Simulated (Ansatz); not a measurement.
Single-point calculation, with input and output: Si6N8

- system: Si6N8 (14 atoms in the cell)
- method: DFT, PBEsol, PAW, plane waves (Ansatz 0.2.0)

The structure was built on a prototype by a generator. Figures and captions count atoms from 1; the log counts them from 0 in places.

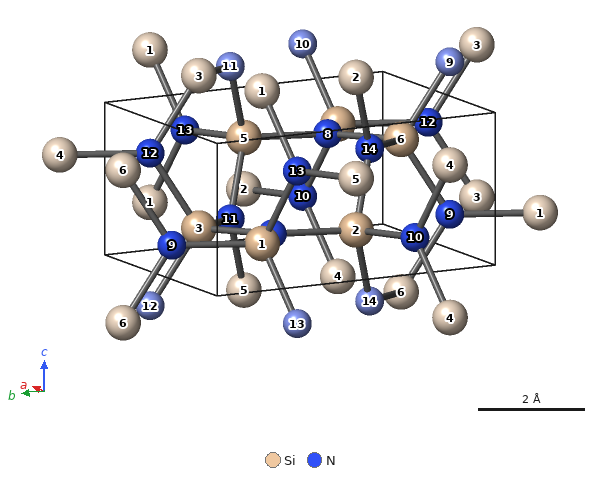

Figure 1. The structure (ball-and-stick view of the cell of the calculation, seen at an oblique angle; neighbours outside the cell are drawn fainter; atoms are numbered from 1 in the order of the input).

## Input file
```yaml
crystal:
  lattice:
    - [7.624715, 0.000000, 0.000000]
    - [-3.812357, 6.603197, 0.000000]
    - [0.000000, 0.000000, 2.910433]
  atoms:
    - { symbol: Si, position: [0.173947, 0.767568, 0.250000] }
    - { symbol: Si, position: [0.232432, 0.406380, 0.250000] }
    - { symbol: Si, position: [0.593620, 0.826053, 0.250000] }
    - { symbol: Si, position: [0.826053, 0.232432, 0.750000] }
    - { symbol: Si, position: [0.767568, 0.593620, 0.750000] }
    - { symbol: Si, position: [0.406380, 0.173947, 0.750000] }
    - { symbol: N, position: [0.333333, 0.666667, 0.250000] }
    - { symbol: N, position: [0.666667, 0.333333, 0.750000] }
    - { symbol: N, position: [0.330000, 0.029618, 0.250000] }
    - { symbol: N, position: [0.970382, 0.300382, 0.250000] }
    - { symbol: N, position: [0.699618, 0.670000, 0.250000] }
    - { symbol: N, position: [0.670000, 0.970382, 0.750000] }
    - { symbol: N, position: [0.029618, 0.699618, 0.750000] }
    - { symbol: N, position: [0.300382, 0.330000, 0.750000] }
kpoints:
  mp_grid: { grid: [4, 4, 8] }
  band_path: { path: [VBM, CBM], npoints: 2 }
hamiltonian:
  xc: pbesol
scf:
  occupations: { method: fermi_dirac, width: 0.01 }
output:
  forces: true
  eigenvalues: true
  stress: true
  populations: true
  write_density: true
  write_potential: true
  elf: true
  volumetric_format: npy
```

Hardware: 8 threads of Arm Neoverse-V2, 18 GiB of memory available, shared host.

Launch command:
```bash
ansatz run in.yaml --threads 8 --pin off --max-ram 17100MiB --runs-dir r --events-out ev --progress --plain
```

## Log
```
Pseudopotentials: kind: paw
Functional definition: PBEsol
  exchange = pbesol_x
  correlation = pbesol_c
Crystal: 14 atoms, lattice volume = 146.533 Å³
Basis set: ecut = 420 eV, 2859 PW (Γ), exchange–correlation on 108×108×40 points (8 copies of the dense FFT grid, shifted against one another)
Bands: 46, of which v1, the nominal top of the filled ones, is band 32 counted from 1 (31 counted from 0)
Symmetry: 12 space group operations
Space group: P63/m (ITA 176), of the structure as read, at distance tolerance 5.3e-5 Å
k-points: 20 of 128
Non-local potential: Si, projectors of the file, l = 0: 2, l = 1: 2, l = 2: 2
Non-local potential: N, projectors of the file, l = 0: 2, l = 1: 2, l = 2: 1
PAW form: soft (Blöchl's): semilocal exchange-correlation on the pseudo side does not see the compensation charge
PAW frozen core: Si, regenerated for the run's functional, and the local potential with it (the file was generated under x = pbe(κ = 0.804, μ = 0.2195149727645171), c = pbe(β = 0.06672455060314922))
PAW frozen core: N, regenerated for the run's functional, and the local potential with it (the file was generated under x = pbe(κ = 0.804, μ = 0.2195149727645171), c = pbe(β = 0.06672455060314922))
PAW one-centre angular grid: Si, 110 points (default); XC on 64 Gauss nodes
PAW one-centre angular grid: N, 110 points (default); XC on 64 Gauss nodes
Initial density: superposition of atomic densities (neutral atoms: chi_scale 0, normalization atom), corrected by the library's trained network
Initial wavefunctions: pseudopotential atomic-orbital guess
Functional: x = pbesol(κ = 0.804, μ = 0.12345679012345678), c = pbesol(β = 0.046)
SCF iter   1: F=—  HF=-6773.841963 eV  |F-HF|=—  |Δ(HF+E_count)|=         —  Δρ=9.79e-3  dr2=1.34e-1  ethr=1.77e-3  ⟨swp⟩=7.2  Hψ=4699  notcnv=0  defer=21
preconditioner: auto → Resta (q_TF=auto, 2.376 Å⁻¹)  ε∞=4.0  [insulator: Δε(μ)=4.079 eV  Ē_g=14.122 eV  σ=0.010 eV  W_gap=1.00  n_scr=32 (ndim 8)  ℏωp=24.5 eV  f_vac=0.035  D(μ)=0.00/eV (n_scr^D=0)  ε∞_Penn≈4.0]
SCF iter   2: F=—  HF=-6773.802959 eV  |F-HF|=—  |Δ(HF+E_count)|=   3.90e-2  Δρ=1.77e-3  dr2=3.84e-3  ethr=2.09e-4  ⟨swp⟩=2.0  Hψ=1646  notcnv=0  defer=162
SCF iter   3: F=—  HF=-6773.802818 eV  |F-HF|=—  |Δ(HF+E_count)|=   1.42e-4  Δρ=8.77e-4  dr2=7.86e-4  ethr=6.00e-6  ⟨swp⟩=2.6  Hψ=1443  notcnv=0  defer=162
SCF iter   4: F=—  HF=-6773.802904 eV  |F-HF|=—  |Δ(HF+E_count)|=   8.63e-5  Δρ=1.03e-4  dr2=1.26e-5  ethr=1.23e-6  ⟨swp⟩=2.8  Hψ=1461  notcnv=0  defer=162
SCF iter   5: F=—  HF=-6773.803037 eV  |F-HF|=—  |Δ(HF+E_count)|=   1.33e-4  Δρ=5.65e-5  dr2=4.19e-6  ethr=1.97e-8  ⟨swp⟩=2.0  Hψ=1364  notcnv=0  defer=162
SCF iter   6: F=—  HF=-6773.803037 eV  |F-HF|=—  |Δ(HF+E_count)|=   1.66e-7  Δρ=8.19e-6  dr2=1.12e-7  ethr=6.54e-9  ⟨swp⟩=2.0  Hψ=1316  notcnv=0  defer=162
SCF iter   7: F=-6773.803038 eV  HF=-6773.803038 eV  |F-HF|=2.89e-8  |Δ(HF+E_count)|=   1.46e-7  Δρ=2.30e-6  dr2=1.43e-8  ethr=1.56e-10  ⟨swp⟩=18.2  Hψ=7042  notcnv=0
SCF 1 converged in 7 iterations: F = -6773.803038 eV  dr2 = 1.43e-8
  greatest PAW one-centre occupation: 0.789 electrons in one spin orbital (limit 2), on the N atom at site 7 (counted from 0), in its partial waves of l = 0
NSCF: frozen V_eff on 32 k-points
NSCF: frozen V_eff on 32 k-points
NSCF: frozen V_eff on 32 k-points
NSCF: frozen V_eff on 32 k-points
NSCF: frozen V_eff on 12 k-points
NSCF: frozen V_eff on 26 k-points
NSCF: frozen V_eff on 8 k-points
NSCF: frozen V_eff on 13 k-points
NSCF: frozen V_eff on 9 k-points
NSCF: frozen V_eff on 3 k-points
NSCF: frozen V_eff on 3 k-points
SCF converged after 7 iterations
Free energy (F): -6773.803038 eV
Harris-Foulkes:  -6773.803038 eV  (|F-HF|=2.89e-8)
Internal energy: -6773.803038 eV  (E = F + TS)
E sigma→0 (E₀):  -6773.803038 eV
Fermi energy:    10.213099 eV
--- Per-component energies (eV) ---
  E_band       = 53.586440
  E_kinetic    = 1346.534426
  E_local      = -2149.838361  (includes V_loc(G=0)·N_el)
  E_nonlocal   = 511.619906
  E_hartree    = 713.964654
  E_xc         = -818.390560
  E_vxc        = -907.955564  (∫ρ·V_xc dr)
  E_paw        = -3979.156960  (= ΣΔE_a)
  E_vpaw       = -174.705737  (= ΣTr[D̂ρ^β])
  E_aug_tail   = 0.000809  (compensation charges beyond the density's cutoff)
  E_ewald      = -2398.951106
  E_core_change = 0.414155  (= ΣΔE_core)
  E_smearing   = -0.000000  (= −TS)
  E_closure    = 0.000000  (closes the sum)
  Σ components = -6773.803038   (vs F -6773.803038, Δ=0.00e0)
--- Forces (eV/Å), atoms counted from 1 ---
  atom   1  Si    -0.00105346     0.00011471    -0.00000000
  atom   2  Si     0.00042739    -0.00096968    -0.00000000
  atom   3  Si     0.00062608     0.00085497     0.00000000
  atom   4  Si     0.00105346    -0.00011471     0.00000000
  atom   5  Si    -0.00042739     0.00096968     0.00000000
  atom   6  Si    -0.00062608    -0.00085497    -0.00000000
  atom   7  N      0.00000000     0.00000000    -0.00000000
  atom   8  N     -0.00000000    -0.00000000     0.00000000
  atom   9  N     -0.00006206     0.00074084     0.00000000
  atom  10  N     -0.00061056    -0.00042417    -0.00000000
  atom  11  N      0.00067262    -0.00031668     0.00000000
  atom  12  N      0.00006206    -0.00074084    -0.00000000
  atom  13  N      0.00061056     0.00042417     0.00000000
  atom  14  N     -0.00067262     0.00031668    -0.00000000
  max |Σ_I F_I| component: 4.07e-18 eV/Å
--- Stress (GPa, compression-positive) ---
        0.000824      -0.000000       0.000000
        0.000000       0.000824       0.000000
        0.000000       0.000000      -0.007325
  P = ⅓ Tr σ = -0.0019 GPa (-0.019 kbar)
--- Band table (eV; the first three rows and the last of 20) ---
  k-point 0: bands = ["-10.0436", "-8.5669", "-8.5669", "-7.9470", "-7.8034", "-7.8034", "-6.5467", "-6.2294", "0.0278", "0.0278", "0.1163", "0.7478", "0.7478", "2.2599", "2.2599", "3.1165", "3.5615", "4.0624", "4.0624", "4.2511", "4.2511", "4.8128", "4.8128", "4.8389", "5.3571", "6.5816", "6.5816", "6.8168", "6.8168", "7.6464", "7.7331", "7.9184", "12.3122", "12.7078", "12.8989", "12.8989", "13.1991", "13.1991", "13.8956", "15.4546", "16.0151", "16.0151", "16.6586", "17.5230", "17.5230", "17.7979"]
  k-point 1: bands = ["-9.8552", "-8.3972", "-8.3972", "-7.8152", "-7.6565", "-7.6565", "-6.4712", "-6.2006", "0.0506", "0.0506", "0.2373", "0.7802", "0.7802", "2.3280", "2.3280", "2.7798", "3.1299", "3.5408", "3.5408", "3.6260", "3.6260", "4.5933", "4.7152", "4.7152", "4.7758", "6.5414", "6.5414", "6.8508", "6.8508", "7.0304", "7.1964", "8.1070", "13.3276", "13.4492", "13.7529", "13.7529", "13.7571", "13.7571", "14.2229", "15.5356", "15.8158", "15.8158", "17.0673", "17.0841", "17.0841", "17.2107"]
  k-point 2: bands = ["-9.3119", "-7.9227", "-7.9227", "-7.4706", "-7.2682", "-7.2682", "-6.2957", "-6.1979", "-0.1771", "-0.1771", "0.5364", "0.5364", "0.5557", "1.4109", "2.3103", "2.3103", "2.6073", "2.6384", "2.6384", "3.0690", "3.0690", "3.5416", "4.4927", "4.6600", "4.6600", "5.8964", "6.4381", "6.4381", "6.5052", "6.7882", "6.7882", "8.0499", "13.6624", "13.6624", "14.5265", "14.7116", "14.7116", "14.9547", "15.1829", "15.7160", "15.7160", "15.9062", "15.9143", "15.9143", "16.4844", "16.8748"]
  k-point 19: bands = ["-7.5160", "-7.5160", "-6.8968", "-6.8968", "-6.8551", "-6.8551", "-6.2165", "-6.2165", "-1.0563", "-1.0563", "-0.5666", "-0.5666", "0.0230", "0.0230", "1.4955", "1.4955", "2.1282", "2.1282", "3.1044", "3.1044", "3.5678", "3.5678", "3.7943", "3.7943", "5.3083", "5.3083", "6.2248", "6.2248", "6.6556", "6.6556", "7.0089", "7.0089", "12.8669", "12.8669", "13.6467", "13.6467", "14.2493", "14.2493", "14.5523", "14.5523", "14.7462", "14.7462", "15.6008", "15.6008", "17.0289", "17.0289"]
--- Löwdin populations: 14 sites ---
  site symbol       q [e]
     0     Si      2.5803
     1     Si      2.5803
     2     Si      2.5803
     3     Si      2.5803
     4     Si      2.5803
     5     Si      2.5803
     6      N      5.9577
     7      N      5.9577
     8      N      5.9481
     9      N      5.9481
    10      N      5.9481
    11      N      5.9481
    12      N      5.9481
    13      N      5.9481
  spilling = 0.014285 (of n_electrons = 64.000000)
```

## Results in brief

```json
{"quantity": "outcome", "value": "converged"}
{"quantity": "space group (tolerance 0.01 Å)", "value": "P6₃/m (176)"}
{"quantity": "electrons treated", "value": "64"}
{"quantity": "free energy", "value": "−6773.8030 eV"}
{"quantity": "Fermi energy", "value": "10.213 eV"}
{"quantity": "pressure", "value": "0.00 GPa"}
{"quantity": "largest force (length of the vector)", "value": "0.001 eV/Å"}
{"quantity": "wall time", "value": "6.9 s (CPU time 51 s)"}
{"quantity": "peak memory", "value": "0.68 GiB"}
```

Warnings of the run: the structure was made exactly symmetric.
